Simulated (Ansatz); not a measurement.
**Geometry relaxation of WSe₂ (part 3 of 3)**

Continued. System: WSe₂ (P-3m1, 12 atoms in the cell). Method: DFT PBE, scalar-relativistic, plane waves, PAW, no spin polarisation (Ansatz 0.2.0); cutoff 420 eV, 12×12×1 k-mesh, Gaussian smearing of 0.02 eV. The structure derives from a Materials Project entry.

Geometry of the input (Å; fractional positions):
```
3.3178  0.0000  0.0000
-1.6589  2.8733  0.0000
0.0000  0.0000  36.4183
W  0.6667  0.3333  0.9061
W  0.6667  0.3333  0.2805
W  0.3333  0.6667  0.7195
W  0.3333  0.6667  0.0939
Se 0.3333  0.6667  0.9518
Se 0.3333  0.6667  0.3261
Se 0.6667  0.3333  0.7652
Se 0.6667  0.3333  0.1396
Se 0.3333  0.6667  0.8604
Se 0.3333  0.6667  0.2348
Se 0.6667  0.3333  0.6739
Se 0.6667  0.3333  0.0482
```

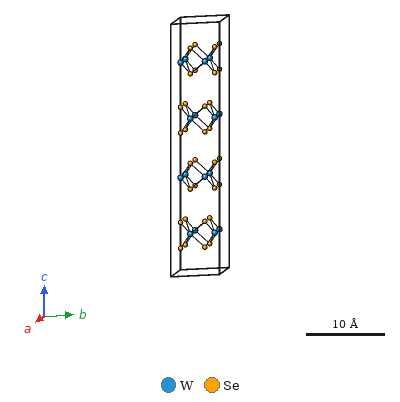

Fig. 1: The geometry at step 6 of the log (ball-and-stick view of the 2 × 2 repeat of the cell, with the vacuum cut short, seen slightly off an axis).

### Output, continued
```
  k-point 18: bands = ["-67.4264", "-67.4264", "-67.4261", "-67.4261", "-40.9573", "-40.9573", "-40.9567", "-40.9567", "-40.9563", "-40.9563", "-40.9562", "-40.9562", "-40.9560", "-40.9560", "-40.9558", "-40.9558", "-40.9554", "-40.9554", "-40.9552", "-40.9552", "-40.9283", "-40.9283", "-40.9276", "-40.9276", "-40.9275", "-40.9275", "-40.9269", "-40.9269", "-40.9266", "-40.9266", "-40.9265", "-40.9265", "-40.9257", "-40.9257", "-40.9255", "-40.9255", "-40.9115", "-40.9115", "-40.9107", "-40.9107", "-40.9092", "-40.9092", "-40.9082", "-40.9082", "-31.7494", "-31.7494", "-31.7492", "-31.7492", "-31.7256", "-31.7256", "-31.7253", "-31.7253", "-31.6498", "-31.6498", "-31.6495", "-31.6495", "-5.9373", "-5.9373", "-5.9367", "-5.9367", "-5.8096", "-5.8096", "-5.8089", "-5.8089", "1.2659", "1.2718", "1.2792", "1.2849", "1.3731", "1.3731", "1.3739", "1.3739", "2.2509", "2.2601", "2.2714", "2.2800", "2.8354", "2.8354", "2.8407", "2.8407", "3.3110", "3.3110", "3.3172", "3.3172", "4.2331", "4.2331", "4.2365", "4.2365", "6.5476", "6.5586", "6.5723", "6.5829", "8.1151", "8.1151", "8.1153", "8.1153", "9.2622", "9.3369", "9.4329", "9.5109", "9.9952", "9.9952", "10.0057", "10.0057", "11.3584", "11.3584", "11.3926", "11.3926", "12.3412", "12.3412", "12.3892"]
--- Relaxed structure (9 steps of the walk, 9 accepted, 1 SCFs on fresh bases) ---
  F+E_penalty+E_count = -85298.65419109 eV   max|allowed force component| = 3.195e-4 eV/Å   (the final SCF, on the basis selected at the relaxed cell)
  cell:  # Å, volume = 370.2381 Å³
    - [3.3206779252920127, -3.0820682663621404e-32, -1.2728305524799394e-33]
    - [-1.6603389626460063, 2.8757914410890875, -1.306364366732762e-32]
    - [1.0245547605198405e-31, -2.760975491011258e-31, 38.77010103000349]
  atoms:
    - { symbol: W, position: [0.6666666666666667, 0.33333333333333337, 0.9017078257102484] }
    - { symbol: W, position: [0.6666666666666667, 0.33333333333333337, 0.29463545178857226] }
    - { symbol: W, position: [0.33333333333333337, 0.6666666666666667, 0.7053645482114278] }
    - { symbol: W, position: [0.33333333333333337, 0.6666666666666667, 0.09829217428975139] }
    - { symbol: Se, position: [0.33333333333333337, 0.6666666666666667, 0.9449957698522797] }
    - { symbol: Se, position: [0.33333333333333337, 0.6666666666666667, 0.3379185077742675] }
    - { symbol: Se, position: [0.6666666666666667, 0.33333333333333337, 0.7486531892411167] }
    - { symbol: Se, position: [0.6666666666666667, 0.33333333333333337, 0.14158017935331293] }
    - { symbol: Se, position: [0.33333333333333337, 0.6666666666666667, 0.8584198206466872] }
    - { symbol: Se, position: [0.33333333333333337, 0.6666666666666667, 0.2513468107588836] }
    - { symbol: Se, position: [0.6666666666666667, 0.33333333333333337, 0.6620814922257326] }
    - { symbol: Se, position: [0.6666666666666667, 0.33333333333333337, 0.05500423014772057] }
```

### Trajectory as extended XYZ (Å, eV, eV/Å), 10 frames, from step=1 to step=10
```
12
Lattice="3.3178 0.0000 0.0000 -1.6589 2.8733 0.0000 0.0000 0.0000 36.4183" Properties=species:S:1:pos:R:3:forces:R:3 step=1 energy=-85298.59715 pressure_GPa=1.26
W     1.6589    0.9578   32.9990    0.0000   0.0000   0.0102
W     1.6589    0.9578   10.2142    0.0000   0.0000   0.0041
W     0.0000    1.9156   26.2041    0.0000   0.0000  -0.0041
W     0.0000    1.9156    3.4193    0.0000   0.0000  -0.0102
Se    0.0000    1.9156   34.6625    0.0000   0.0000   0.2445
Se    0.0000    1.9156   11.8763    0.0000   0.0000   0.2936
Se    1.6589    0.9578   27.8675    0.0000   0.0000   0.2430
Se    1.6589    0.9578    5.0822    0.0000   0.0000   0.2474
Se    0.0000    1.9156   31.3361    0.0000   0.0000  -0.2474
Se    0.0000    1.9156    8.5509    0.0000   0.0000  -0.2430
Se    1.6589    0.9578   24.5420    0.0000   0.0000  -0.2936
Se    1.6589    0.9578    1.7558    0.0000   0.0000  -0.2445
12
Lattice="3.3191 0.0000 0.0000 -1.6596 2.8744 0.0000 0.0000 0.0000 37.2046" Properties=species:S:1:pos:R:3:forces:R:3 step=2 energy=-85298.61455 pressure_GPa=-0.95
W     1.6596    0.9581   33.7364    0.0000   0.0000  -0.0141
W     1.6596    0.9581   10.6206    0.0000   0.0000   0.0197
W     0.0000    1.9163   26.5840    0.0000   0.0000  -0.0197
W     0.0000    1.9163    3.4682    0.0000   0.0000   0.0141
Se    0.0000    1.9163   35.4324    0.0000   0.0000  -0.3079
Se    0.0000    1.9163   12.3197    0.0000   0.0000  -0.3365
Se    1.6596    0.9581   28.2825    0.0000   0.0000  -0.3340
Se    1.6596    0.9581    5.1647    0.0000   0.0000  -0.3002
Se    0.0000    1.9163   32.0399    0.0000   0.0000   0.3002
Se    0.0000    1.9163    8.9221    0.0000   0.0000   0.3340
Se    1.6596    0.9581   24.8849    0.0000   0.0000   0.3365
Se    1.6596    0.9581    1.7722    0.0000   0.0000   0.3079
12
Lattice="3.3309 0.0000 0.0000 -1.6655 2.8846 0.0000 0.0000 0.0000 37.4479" Properties=species:S:1:pos:R:3:forces:R:3 step=3 energy=-85298.64140 pressure_GPa=-0.30
W     1.6655    0.9615   33.9162    0.0000   0.0000  -0.0048
W     1.6655    0.9615   10.7354    0.0000   0.0000   0.0068
W     0.0000    1.9231   26.7124    0.0000   0.0000  -0.0068
W     0.0000    1.9231    3.5317    0.0000   0.0000   0.0048
Se    0.0000    1.9231   35.5910    0.0000   0.0000  -0.0172
Se    0.0000    1.9231   12.4112    0.0000   0.0000  -0.0244
Se    1.6655    0.9615   28.3883    0.0000   0.0000  -0.0295
Se    1.6655    0.9615    5.2066    0.0000   0.0000  -0.0126
Se    0.0000    1.9231   32.2413    0.0000   0.0000   0.0126
Se    0.0000    1.9231    9.0595    0.0000   0.0000   0.0295
Se    1.6655    0.9615   25.0367    0.0000   0.0000   0.0244
Se    1.6655    0.9615    1.8569    0.0000   0.0000   0.0172
12
Lattice="3.3198 0.0000 0.0000 -1.6599 2.8750 0.0000 0.0000 0.0000 37.7152" Properties=species:S:1:pos:R:3:forces:R:3 step=4 energy=-85298.64741 pressure_GPa=0.18
W     1.6599    0.9583   34.1202    0.0000   0.0000  -0.0011
W     1.6599    0.9583   10.8642    0.0000   0.0000   0.0025
W     0.0000    1.9167   26.8511    0.0000   0.0000  -0.0025
W     0.0000    1.9167    3.5951    0.0000   0.0000   0.0011
Se    0.0000    1.9167   35.7968    0.0000   0.0000   0.0268
Se    0.0000    1.9167   12.5407    0.0000   0.0000   0.0319
Se    1.6599    0.9583   28.5280    0.0000   0.0000   0.0253
Se    1.6599    0.9583    5.2716    0.0000   0.0000   0.0297
Se    0.0000    1.9167   32.4436    0.0000   0.0000  -0.0297
Se    0.0000    1.9167    9.1873    0.0000   0.0000  -0.0253
Se    1.6599    0.9583   25.1746    0.0000   0.0000  -0.0319
Se    1.6599    0.9583    1.9185    0.0000   0.0000  -0.0268
12
Lattice="3.3196 0.0000 0.0000 -1.6598 2.8748 0.0000 0.0000 0.0000 37.9794" Properties=species:S:1:pos:R:3:forces:R:3 step=5 energy=-85298.64958 pressure_GPa=0.13
W     1.6598    0.9583   34.3261    0.0000   0.0000  -0.0001
W     1.6598    0.9583   10.9989    0.0000   0.0000   0.0012
W     0.0000    1.9166   26.9804    0.0000   0.0000  -0.0012
W     0.0000    1.9166    3.6533    0.0000   0.0000   0.0001
Se    0.0000    1.9166   36.0036    0.0000   0.0000   0.0158
Se    0.0000    1.9166   12.6761    0.0000   0.0000   0.0219
Se    1.6598    0.9583   28.6580    0.0000   0.0000   0.0168
Se    1.6598    0.9583    5.3308    0.0000   0.0000   0.0171
Se    0.0000    1.9166   32.6486    0.0000   0.0000  -0.0171
Se    0.0000    1.9166    9.3214    0.0000   0.0000  -0.0168
Se    1.6598    0.9583   25.3033    0.0000   0.0000  -0.0219
Se    1.6598    0.9583    1.9758    0.0000   0.0000  -0.0158
12
Lattice="3.3207 0.0000 0.0000 -1.6603 2.8758 0.0000 0.0000 0.0000 38.4257" Properties=species:S:1:pos:R:3:forces:R:3 step=6 energy=-85298.65121 pressure_GPa=0.03
W     1.6603    0.9586   34.6817    0.0000   0.0000   0.0000
W     1.6603    0.9586   11.2337    0.0000   0.0000   0.0004
W     0.0000    1.9172   27.1920    0.0000   0.0000  -0.0004
W     0.0000    1.9172    3.7440    0.0000   0.0000   0.0000
Se    0.0000    1.9172   36.3596    0.0000   0.0000   0.0047
Se    0.0000    1.9172   12.9114    0.0000   0.0000   0.0073
Se    1.6603    0.9586   28.8699    0.0000   0.0000   0.0053
Se    1.6603    0.9586    5.4219    0.0000   0.0000   0.0048
Se    0.0000    1.9172   33.0038    0.0000   0.0000  -0.0048
Se    0.0000    1.9172    9.5558    0.0000   0.0000  -0.0053
Se    1.6603    0.9586   25.5143    0.0000   0.0000  -0.0073
Se    1.6603    0.9586    2.0661    0.0000   0.0000  -0.0047
12
Lattice="3.3207 0.0000 0.0000 -1.6604 2.8758 0.0000 0.0000 0.0000 38.6494" Properties=species:S:1:pos:R:3:forces:R:3 step=7 energy=-85298.65132 pressure_GPa=0.01
W     1.6604    0.9586   34.8615    0.0000   0.0000   0.0000
W     1.6604    0.9586   11.3542    0.0000   0.0000   0.0003
W     0.0000    1.9172   27.2952    0.0000   0.0000  -0.0003
W     0.0000    1.9172    3.7879    0.0000   0.0000   0.0000
Se    0.0000    1.9172   36.5396    0.0000   0.0000   0.0023
Se    0.0000    1.9172   13.0321    0.0000   0.0000   0.0027
Se    1.6604    0.9586   28.9734    0.0000   0.0000   0.0021
Se    1.6604    0.9586    5.4660    0.0000   0.0000   0.0021
Se    0.0000    1.9172   33.1834    0.0000   0.0000  -0.0021
Se    0.0000    1.9172    9.6760    0.0000   0.0000  -0.0021
Se    1.6604    0.9586   25.6173    0.0000   0.0000  -0.0027
Se    1.6604    0.9586    2.1098    0.0000   0.0000  -0.0023
12
Lattice="3.3207 0.0000 0.0000 -1.6603 2.8758 0.0000 0.0000 0.0000 38.7522" Properties=species:S:1:pos:R:3:forces:R:3 step=8 energy=-85298.65126 pressure_GPa=0.00
W     1.6603    0.9586   34.9445    0.0000   0.0000   0.0000
W     1.6603    0.9586   11.4114    0.0000   0.0000   0.0002
W     0.0000    1.9172   27.3408    0.0000   0.0000  -0.0002
W     0.0000    1.9172    3.8077    0.0000   0.0000   0.0000
Se    0.0000    1.9172   36.6227    0.0000   0.0000   0.0004
Se    0.0000    1.9172   13.0894    0.0000   0.0000   0.0004
Se    1.6603    0.9586   29.0191    0.0000   0.0000   0.0002
Se    1.6603    0.9586    5.4859    0.0000   0.0000   0.0002
Se    0.0000    1.9172   33.2662    0.0000   0.0000  -0.0002
Se    0.0000    1.9172    9.7331    0.0000   0.0000  -0.0002
Se    1.6603    0.9586   25.6627    0.0000   0.0000  -0.0004
Se    1.6603    0.9586    2.1294    0.0000   0.0000  -0.0004
12
Lattice="3.3207 0.0000 0.0000 -1.6603 2.8758 0.0000 0.0000 0.0000 38.7701" Properties=species:S:1:pos:R:3:forces:R:3 step=9 energy=-85298.65124 pressure_GPa=-0.00
W     1.6603    0.9586   34.9593    0.0000   0.0000   0.0000
W     1.6603    0.9586   11.4230    0.0000   0.0000   0.0001
W     0.0000    1.9172   27.3471    0.0000   0.0000  -0.0001
W     0.0000    1.9172    3.8108    0.0000   0.0000   0.0000
Se    0.0000    1.9172   36.6376    0.0000   0.0000   0.0000
Se    0.0000    1.9172   13.1011    0.0000   0.0000   0.0001
Se    1.6603    0.9586   29.0254    0.0000   0.0000  -0.0001
Se    1.6603    0.9586    5.4891    0.0000   0.0000  -0.0001
Se    0.0000    1.9172   33.2810    0.0000   0.0000   0.0001
Se    0.0000    1.9172    9.7447    0.0000   0.0000   0.0001
Se    1.6603    0.9586   25.6690    0.0000   0.0000  -0.0001
Se    1.6603    0.9586    2.1325    0.0000   0.0000   0.0000
12
Lattice="3.3207 0.0000 0.0000 -1.6603 2.8758 0.0000 0.0000 0.0000 38.7701" Properties=species:S:1:pos:R:3:forces:R:3 step=10 energy=-85298.65419 pressure_GPa=-0.00
W     1.6603    0.9586   34.9593    0.0000   0.0000   0.0000
W     1.6603    0.9586   11.4230    0.0000   0.0000   0.0001
W     0.0000    1.9172   27.3471    0.0000   0.0000  -0.0001
W     0.0000    1.9172    3.8108    0.0000   0.0000   0.0000
Se    0.0000    1.9172   36.6376    0.0000   0.0000  -0.0002
Se    0.0000    1.9172   13.1011    0.0000   0.0000  -0.0002
Se    1.6603    0.9586   29.0254    0.0000   0.0000  -0.0003
Se    1.6603    0.9586    5.4891    0.0000   0.0000  -0.0003
Se    0.0000    1.9172   33.2810    0.0000   0.0000   0.0003
Se    0.0000    1.9172    9.7447    0.0000   0.0000   0.0003
Se    1.6603    0.9586   25.6690    0.0000   0.0000   0.0002
Se    1.6603    0.9586    2.1325    0.0000   0.0000   0.0002
```

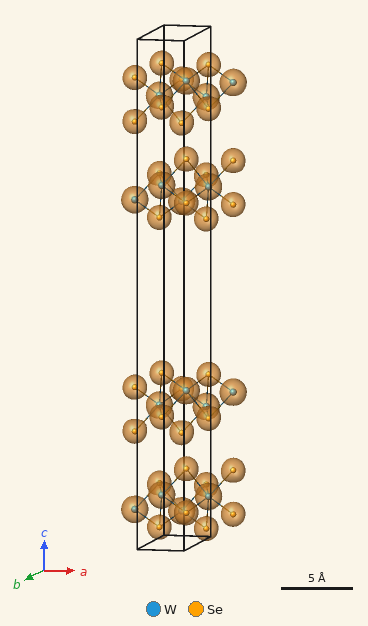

Fig. 2: Isosurface of the valence electron density at 0.8 e/Å³ (orange), seen at an oblique angle. Sticks mark near contacts. The outline is the cell set on symmetry axes. At this value the density breaks into separate islands; it holds about 70 % of the electrons treated as valence (semicore included). It is pinched off along the W–Se (2.55 Å) contacts. On the grid the lowest density along these lines, outside the cores, is 0.54 e/Å³ (W–Se, 2.55 Å). Core electrons are frozen (PAW), so the fields are smoothed inside the atomic spheres.

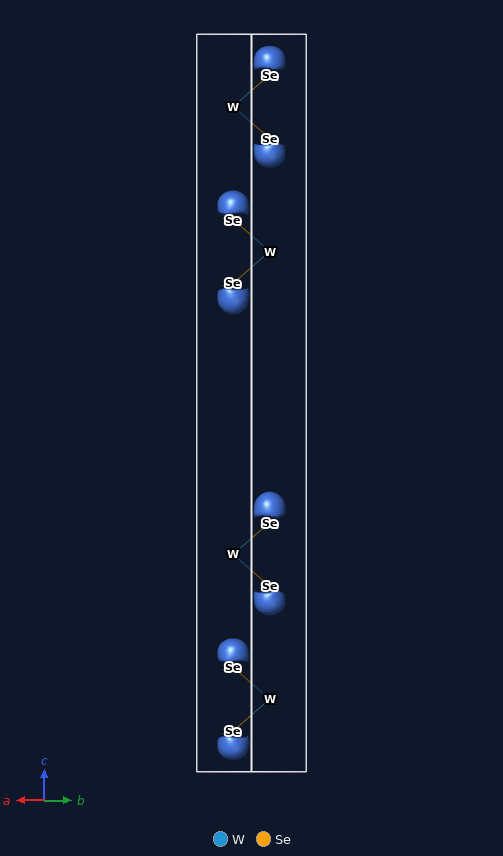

Fig. 3: Isosurface of the ELF at 0.8 (blue), seen along [110]. Only the valence region is drawn (cores and ρ < 0.01 e/Å³ removed). Sticks mark near contacts. The outline is the cell set on symmetry axes. Profiles from the grid: W–Se (2.55 Å): the ELF is about 0.55 at the midpoint.
